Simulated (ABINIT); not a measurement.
Geometry relaxation of PbF$_{2}$ (part 1 of 3)

PbF$_{2}$ (3 atoms in the cell), computed with Kohn-Sham DFT of a periodic cell, LDA, PseudoDojo NC SR LDA v0.4.1 standard, no spin polarisation (ABINIT 10.8.3).

The structure derives from an entry of the Crystallography Open Database.

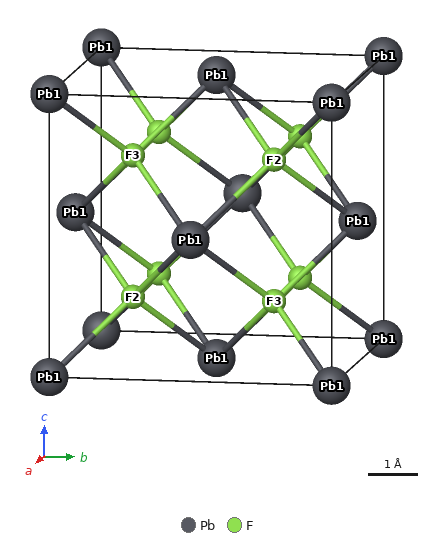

**Figure 1.** The input geometry (ball-and-stick view of the cell 4 times as large as that of the calculation, set on its symmetry axes, seen slightly off an axis; atoms are numbered from 1 in the order of the input). An atom can appear more than once, as a periodic image.

**Key numbers**

```csv
quantity,value
outcome,converged
space group (tolerance 0.01 Å),Fm-3m (225)
electrons treated,28
free energy,−3251.7753 eV
Fermi energy,4.284 eV
gap on the k-point mesh,4.28 eV
pressure,0.00 GPa
final volume,49.08 Å³
largest force (length of the vector) at the end,under 0.001 eV/Å
final cell,"a = 4.110 Å, b = 4.110 Å, c = 4.110 Å, α = 60.00°, β = 60.00°, γ = 60.00°"
hardware,"4 threads of Intel Xeon (Granite Rapids), 192 GiB of memory available, shared host"
wall time,50 s (CPU time 3.3 min)
peak memory,0.36 GiB
```

**Remarks**

Spin–orbit coupling is left out, which matters for Pb.

**The input**
```
# Pseudopotentials
pp_dirpath "./"
pseudos "Pb.upf, F.upf"

# Structure
acell 3*1.0
rprim
     0.0000000000     5.6005057265     5.6005057265
     5.6005057265     0.0000000000     5.6005057265
     5.6005057265     5.6005057265     0.0000000000
ntypat 2
znucl 82 9
natom 3
typat 1 2 2
chkprim 0
chksymtnons 0
tolsym 1.0e-6
xred
            0.0            0.0            0.0
            3/4            3/4            3/4
            1/4            1/4            1/4

# Plane-wave basis
ecut 42.0
ecutsm 0.5

# k points
kptopt 1
ngkpt 6 6 6
nshiftk 1
shiftk 0.0 0.0 0.0

# Exchange and correlation
ixc 7

# Bands and occupations
nband 18
occopt 3
tsmear 0.05 eV

# SCF cycle
nstep 80
tolvrs 1.0e-12

# Output
iomode 3
prteig 0
prtebands 0
prtwf 0
prtden 0

# Relaxation
ionmov 2
optcell 2
ntime 50
tolmxf 2.0e-5
dilatmx 1.08
```

Command:
```bash
mpirun --bind-to none -np 4 abinit run.abi > log 2>&1
```

**Output**
```
.Version 10.8.3 of ABINIT
 Symmetries : space group Fm -3 m (#225); Bravais cF (face-center cubic)
================================================================================
 Values of the parameters that define the memory need of the present run
     intxc =       0    ionmov =       2      iscf =       7    lmnmax =       6
     lnmax =       6     mgfft =      50  mpssoang =       3    mqgrid =    3001
     natom =       3  nloc_mem =       1    nspden =       1   nspinor =       1
    nsppol =       1      nsym =      48    n1xccc =    2501    ntypat =       2
    occopt =       3   xclevel =       1
       mpw =        5793          nfft =      125000          nkpt =          16
================================================================================
================================================================================

--------------------------------------------------------------------------------
------------- Echo of variables that govern the present computation ------------
--------------------------------------------------------------------------------
 -outvars: echo values of preprocessed input variables --------
            acell      1.0000000000E+00  1.0000000000E+00  1.0000000000E+00 Bohr
              amu      2.07200000E+02  1.89984032E+01
          chkprim           0
      chksymtnons           0
          dilatmx      1.08000000E+00
             ecut      4.20000000E+01 Hartree
           ecutsm      5.00000000E-01 Hartree
           ionmov           2
              ixc           7
         kptrlatt        6    0    0      0    6    0      0    0    6
          kptrlen      4.75218669E+01
            natom           3
            nband          18
            ngfft          50      50      50
             nkpt          16
            nstep          80
             nsym          48
            ntime          50
           ntypat           2
           occopt           3
          optcell           2
           prtden           0
        prtebands           0
           prteig           0
            prtwf           0
            rprim      0.0000000000E+00  5.6005057265E+00  5.6005057265E+00
                       5.6005057265E+00  0.0000000000E+00  5.6005057265E+00
                       5.6005057265E+00  5.6005057265E+00  0.0000000000E+00
          spgroup         225
           tolmxf      2.00000000E-05
           tolsym      1.00000000E-06
           tolvrs      1.00000000E-12
           tsmear      1.83746611E-03 Hartree
            typat      1  2  2
           xangst      0.0000000000E+00  0.0000000000E+00  0.0000000000E+00
                       4.4454899970E+00  4.4454899970E+00  4.4454899970E+00
                       1.4818299990E+00  1.4818299990E+00  1.4818299990E+00
            xcart      0.0000000000E+00  0.0000000000E+00  0.0000000000E+00
                       8.4007585897E+00  8.4007585897E+00  8.4007585897E+00
                       2.8002528632E+00  2.8002528632E+00  2.8002528632E+00
             xred      0.0000000000E+00  0.0000000000E+00  0.0000000000E+00
                       7.5000000000E-01  7.5000000000E-01  7.5000000000E-01
                       2.5000000000E-01  2.5000000000E-01  2.5000000000E-01
            znucl       82.00000    9.00000

================================================================================

 chkinp: Checking input parameters for consistency.

================================================================================
== DATASET  1 ==================================================================

--- !DatasetInfo
iteration_state: {dtset: 1, }
dimensions: {natom: 3, nkpt: 16, mband: 18, nsppol: 1, nspinor: 1, nspden: 1, mpw: 5793, }
cutoff_energies: {ecut:  42.0, pawecutdg:  -1.0, }
electrons: {nelect:   2.80000000E+01, charge:   0.00000000E+00, occopt:   3.00000000E+00, tsmear:   1.83746611E-03, }
meta: {optdriver: 0, ionmov: 2, optcell: 2, iscf: 7, paral_kgb: 0, }
...

 Exchange-correlation functional for the present dataset will be:
  LDA: Perdew-Wang 92 LSD fit to Ceperley-Alder data - ixc=7
  J.P.Perdew and Y.Wang, PRB 45, 13244 (1992)

 Real(R)+Recip(G) space primitive vectors, cartesian coordinates (Bohr,Bohr^-1):
 R(1)=  0.0000000  5.6005057  5.6005057  G(1)= -0.0892777  0.0892777  0.0892777
 R(2)=  5.6005057  0.0000000  5.6005057  G(2)=  0.0892777 -0.0892777  0.0892777
 R(3)=  5.6005057  5.6005057  0.0000000  G(3)=  0.0892777  0.0892777 -0.0892777
 Unit cell volume ucvol=  3.5132717E+02 bohr^3
 Angles (23,13,12)=  6.00000000E+01  6.00000000E+01  6.00000000E+01 degrees

 getcut: wavevector=  0.0000  0.0000  0.0000  ngfft=  50  50  50
         ecut(hartree)=     48.989   => boxcut(ratio)=   2.00442

--- Pseudopotential description ------------------------------------------------
- pspini: atom type   1  psp file is ./Pb.upf
  82.00000  14.00000  180309                  znucl, zion, pspdat
12 -1012 2 -1 1638                            pspcod,pspxc,lmax,lloc,mmax
     nproj     2     2     2

- pspini: atom type   2  psp file is ./F.upf
   9.00000   7.00000  201202                  znucl, zion, pspdat
12 -1012 2 -1 824                             pspcod,pspxc,lmax,lloc,mmax
     nproj     2     2     1

   1.51292316E+03                                ecore*ucvol(ha*bohr**3)
--------------------------------------------------------------------------------

================================================================================

=== [ionmov= 2] Broyden-Fletcher-Goldfarb-Shanno method (forces)
================================================================================

--- Iteration: ( 1/50) Internal Cycle: (1/1)
--------------------------------------------------------------------------------

---SELF-CONSISTENT-FIELD CONVERGENCE--------------------------------------------

--- !BeginCycle
iteration_state: {dtset: 1, itime: 1, icycle: 1, }
solver: {iscf: 7, nstep: 80, nline: 4, wfoptalg: 0, }
tolerances: {tolvrs: 1.00E-12, }
...

     iter   Etot(hartree)      deltaE(h)  residm     vres2
 ETOT  1  -119.17377757164    -1.192E+02 2.116E-01 7.557E+02
 ETOT  2  -119.28342156757    -1.096E-01 5.104E-03 9.419E+02
 ETOT  3  -119.49341634483    -2.100E-01 3.049E-03 3.978E+01
 ETOT  4  -119.49867606013    -5.260E-03 3.049E-04 1.242E+00
 ETOT  5  -119.49889310703    -2.170E-04 4.013E-05 8.044E-02
 ETOT  6  -119.49890256851    -9.461E-06 7.705E-06 5.784E-03
 ETOT  7  -119.49890299108    -4.226E-07 2.433E-06 3.411E-05
 ETOT  8  -119.49890299499    -3.911E-09 3.567E-07 3.444E-05
 ETOT  9  -119.49890299765    -2.662E-09 2.118E-07 4.180E-07
 ETOT 10  -119.49890299769    -4.545E-11 3.052E-08 3.795E-10
 ETOT 11  -119.49890299770    -8.626E-12 1.953E-08 1.327E-11
 ETOT 12  -119.49890299770    -5.684E-13 2.795E-09 3.268E-14

 At SCF step   12       vres2   =  3.27E-14 < tolvrs=  1.00E-12 =>converged.

 Cartesian components of stress tensor (hartree/bohr^3)
  sigma(1 1)=  1.53296218E-04  sigma(3 2)=  0.00000000E+00
  sigma(2 2)=  1.53296218E-04  sigma(3 1)=  0.00000000E+00
  sigma(3 3)=  1.53296218E-04  sigma(2 1)=  0.00000000E+00

--- !ResultsGS
iteration_state: {dtset: 1, itime: 1, icycle: 1, }
comment   : Summary of ground state results
lattice_vectors:
- [  0.0000000,   5.6005057,   5.6005057, ]
- [  5.6005057,   0.0000000,   5.6005057, ]
- [  5.6005057,   5.6005057,   0.0000000, ]
lattice_lengths: [   7.92031,    7.92031,    7.92031, ]
lattice_angles: [ 60.000,  60.000,  60.000, ] # degrees, (23, 13, 12)
lattice_volume:   3.5132717E+02
convergence: {deltae: -5.684E-13, res2:  3.268E-14, residm:  2.795E-09, diffor: null, }
etotal    :  -1.19498903E+02
entropy   :   0.00000000E+00
fermie    :   9.12846870E-02
cartesian_stress_tensor: # hartree/bohr^3
- [  1.53296218E-04,   0.00000000E+00,   0.00000000E+00, ]
- [  0.00000000E+00,   1.53296218E-04,   0.00000000E+00, ]
- [  0.00000000E+00,   0.00000000E+00,   1.53296218E-04, ]
pressure_GPa:  -4.5101E+00
xred      :
- [  0.0000E+00,   0.0000E+00,   0.0000E+00, Pb]
- [  7.5000E-01,   7.5000E-01,   7.5000E-01,  F]
- [  2.5000E-01,   2.5000E-01,   2.5000E-01,  F]
cartesian_forces: # hartree/bohr
- [  7.82529435E-32,  -7.82529435E-32,   7.82529435E-32, ]
- [  7.82529435E-32,  -7.82529435E-32,   7.82529435E-32, ]
- [ -1.56505887E-31,   1.56505887E-31,  -1.56505887E-31, ]
force_length_stats: {min:   1.35538074E-31, max:   2.71076148E-31, mean:   1.80717432E-31, }
...

 Integrated electronic density in atomic spheres:
 ------------------------------------------------
 Atom  Sphere_radius  Integrated_density
    1        2.00000         10.05498764
    2        2.00000          6.96691584
    3        2.00000          6.96691584

---OUTPUT-----------------------------------------------------------------------

 Cartesian coordinates (xcart) [bohr]
  0.00000000000000E+00  0.00000000000000E+00  0.00000000000000E+00
  8.40075858975000E+00  8.40075858975000E+00  8.40075858975000E+00
  2.80025286325000E+00  2.80025286325000E+00  2.80025286325000E+00
 Reduced coordinates (xred)
  0.00000000000000E+00  0.00000000000000E+00  0.00000000000000E+00
  7.50000000000000E-01  7.50000000000000E-01  7.50000000000000E-01
  2.50000000000000E-01  2.50000000000000E-01  2.50000000000000E-01
 Cartesian forces (fcart) [Ha/bohr]; max,rms= 1.56506E-31 1.10666E-31 (free atoms)
  7.82529435480111E-32 -7.82529435480111E-32  7.82529435480111E-32
  7.82529435480111E-32 -7.82529435480111E-32  7.82529435480111E-32
 -1.56505887096022E-31  1.56505887096022E-31 -1.56505887096022E-31
 Gradient of E wrt nuclear positions in reduced coordinates (gred)
 -4.23366185229279E-47 -8.76512116912235E-31 -4.23366185229279E-47
 -4.23366185229279E-47 -8.76512116912235E-31 -4.23366185229279E-47
  3.21356176612973E-47  1.75302423382447E-30  3.21356176612973E-47
 Scale of Primitive Cell (acell) [bohr]
  1.00000000000000E+00  1.00000000000000E+00  1.00000000000000E+00
 Real space primitive translations (rprimd) [bohr]
  0.00000000000000E+00  5.60050572650000E+00  5.60050572650000E+00
  5.60050572650000E+00  0.00000000000000E+00  5.60050572650000E+00
  5.60050572650000E+00  5.60050572650000E+00  0.00000000000000E+00
 Unitary Cell Volume (ucvol) [Bohr^3]=  3.51327166092011E+02
 Angles (23,13,12)= [degrees]
  6.00000000000000E+01  6.00000000000000E+01  6.00000000000000E+01
 Lengths [Bohr]
  7.92031115456448E+00  7.92031115456448E+00  7.92031115456448E+00
 Stress tensor in cartesian coordinates (strten) [Ha/bohr^3]
  1.53296218014541E-04  0.00000000000000E+00  0.00000000000000E+00
  0.00000000000000E+00  1.53296218014543E-04  0.00000000000000E+00
  0.00000000000000E+00  0.00000000000000E+00  1.53296218014541E-04
 Total energy (etotal) [Ha]= -1.19498902997704E+02

--- Iteration: ( 2/50) Internal Cycle: (1/1)
--------------------------------------------------------------------------------

---SELF-CONSISTENT-FIELD CONVERGENCE--------------------------------------------

--- !BeginCycle
iteration_state: {dtset: 1, itime: 2, icycle: 1, }
solver: {iscf: 7, nstep: 80, nline: 4, wfoptalg: 0, }
tolerances: {tolvrs: 1.00E-12, }
...

     iter   Etot(hartree)      deltaE(h)  residm     vres2
 ETOT  1  -119.49364623672    -1.195E+02 1.665E-05 3.993E+01
 ETOT  2  -119.48971144226     3.935E-03 2.039E-06 4.855E+01
 ETOT  3  -119.49940590145    -9.694E-03 1.541E-04 1.602E+00
 ETOT  4  -119.49956341729    -1.575E-04 4.494E-06 1.046E-01
 ETOT  5  -119.49956646076    -3.043E-06 5.802E-07 2.075E-03
 ETOT  6  -119.49956660189    -1.411E-07 5.839E-08 5.788E-05
 ETOT  7  -119.49956660995    -8.056E-09 6.968E-10 1.507E-07
 ETOT  8  -119.49956660996    -1.624E-11 1.933E-10 3.826E-09
 ETOT  9  -119.49956660996    -7.105E-14 3.197E-12 9.878E-12
 ETOT 10  -119.49956660995     1.094E-11 1.318E-12 4.862E-13

 At SCF step   10       vres2   =  4.86E-13 < tolvrs=  1.00E-12 =>converged.

 Cartesian components of stress tensor (hartree/bohr^3)
  sigma(1 1)=  1.21356216E-04  sigma(3 2)=  0.00000000E+00
  sigma(2 2)=  1.21356216E-04  sigma(3 1)=  0.00000000E+00
  sigma(3 3)=  1.21356216E-04  sigma(2 1)=  0.00000000E+00

--- !ResultsGS
iteration_state: {dtset: 1, itime: 2, icycle: 1, }
comment   : Summary of ground state results
lattice_vectors:
- [  0.0000000,   5.5747496,   5.5747496, ]
- [  5.5747496,   0.0000000,   5.5747496, ]
- [  5.5747496,   5.5747496,   0.0000000, ]
lattice_lengths: [   7.88389,    7.88389,    7.88389, ]
lattice_angles: [ 60.000,  60.000,  60.000, ] # degrees, (23, 13, 12)
lattice_volume:   3.4650228E+02
convergence: {deltae:  1.094E-11, res2:  4.862E-13, residm:  1.318E-12, diffor: null, }
etotal    :  -1.19499567E+02
entropy   :   0.00000000E+00
fermie    :   1.38451221E-01
cartesian_stress_tensor: # hartree/bohr^3
- [  1.21356216E-04,   0.00000000E+00,   0.00000000E+00, ]
- [  0.00000000E+00,   1.21356216E-04,   0.00000000E+00, ]
- [  0.00000000E+00,   0.00000000E+00,   1.21356216E-04, ]
pressure_GPa:  -3.5704E+00
xred      :
- [ -6.9862E-33,   2.0959E-32,  -6.9862E-33, Pb]
- [  7.5000E-01,   7.5000E-01,   7.5000E-01,  F]
- [  2.5000E-01,   2.5000E-01,   2.5000E-01,  F]
cartesian_forces: # hartree/bohr
- [ -1.17921724E-32,   1.13991000E-31,  -1.13991000E-31, ]
- [ -1.65090414E-31,  -3.93072413E-32,   3.93072413E-32, ]
- [  1.76882586E-31,  -7.46837585E-32,   7.46837585E-32, ]
force_length_stats: {min:   1.61638335E-31, max:   2.06016448E-31, mean:   1.80617613E-31, }
...

 Integrated electronic density in atomic spheres:
 ------------------------------------------------
 Atom  Sphere_radius  Integrated_density
    1        2.00000         10.02832693
    2        2.00000          6.97830692
    3        2.00000          6.97830692

---OUTPUT-----------------------------------------------------------------------

 Cartesian coordinates (xcart) [bohr]
  7.78930671391787E-32 -7.78930671391787E-32  7.78930671391787E-32
  8.36212445414215E+00  8.36212445414215E+00  8.36212445414215E+00
  2.78737481804738E+00  2.78737481804738E+00  2.78737481804738E+00
 Reduced coordinates (xred)
 -6.98623904424742E-33  2.09587171327423E-32 -6.98623904424742E-33
  7.50000000000000E-01  7.50000000000000E-01  7.50000000000000E-01
  2.50000000000000E-01  2.50000000000000E-01  2.50000000000000E-01
 Cartesian forces (fcart) [Ha/bohr]; max,rms= 1.76883E-31 1.04836E-31 (free atoms)
 -1.17921723951121E-32  1.13990999819416E-31 -1.13990999819416E-31
 -1.65090413531569E-31 -3.93072413170402E-32  3.93072413170402E-32
  1.76882585926681E-31 -7.46837585023763E-32  7.46837585023763E-32
 Gradient of E wrt nuclear positions in reduced coordinates (gred)
 -3.31197457728864E-47  7.01209693529788E-31 -5.69732875992953E-31
  3.28858325915849E-48  7.01209693529788E-31  1.13946575198591E-30
 -3.91280326973864E-47 -1.40241938705958E-30 -5.69732875992953E-31
 Scale of Primitive Cell (acell) [bohr]
  7.88388654219969E+00  7.88388654219969E+00  7.88388654219969E+00
 Real space primitive translations (rprimd) [bohr]
  0.00000000000000E+00  5.57474963609477E+00  5.57474963609477E+00
  5.57474963609477E+00  0.00000000000000E+00  5.57474963609477E+00
  5.57474963609477E+00  5.57474963609477E+00  0.00000000000000E+00
 Unitary Cell Volume (ucvol) [Bohr^3]=  3.46502282046772E+02
 Angles (23,13,12)= [degrees]
  6.00000000000000E+01  6.00000000000000E+01  6.00000000000000E+01
 Lengths [Bohr]
  7.88388654219969E+00  7.88388654219969E+00  7.88388654219969E+00
 Stress tensor in cartesian coordinates (strten) [Ha/bohr^3]
  1.21356216190362E-04  0.00000000000000E+00  0.00000000000000E+00
  0.00000000000000E+00  1.21356216190367E-04  0.00000000000000E+00
  0.00000000000000E+00  0.00000000000000E+00  1.21356216190364E-04
 Total energy (etotal) [Ha]= -1.19499566609951E+02

 Difference of energy with previous step (new-old):
           Absolute (Ha)=-6.63612E-04
           Relative     =-5.55328E-06

--- Iteration: ( 3/50) Internal Cycle: (1/1)
--------------------------------------------------------------------------------

---SELF-CONSISTENT-FIELD CONVERGENCE--------------------------------------------

--- !BeginCycle
iteration_state: {dtset: 1, itime: 3, icycle: 1, }
solver: {iscf: 7, nstep: 80, nline: 4, wfoptalg: 0, }
tolerances: {tolvrs: 1.00E-12, }
...
```
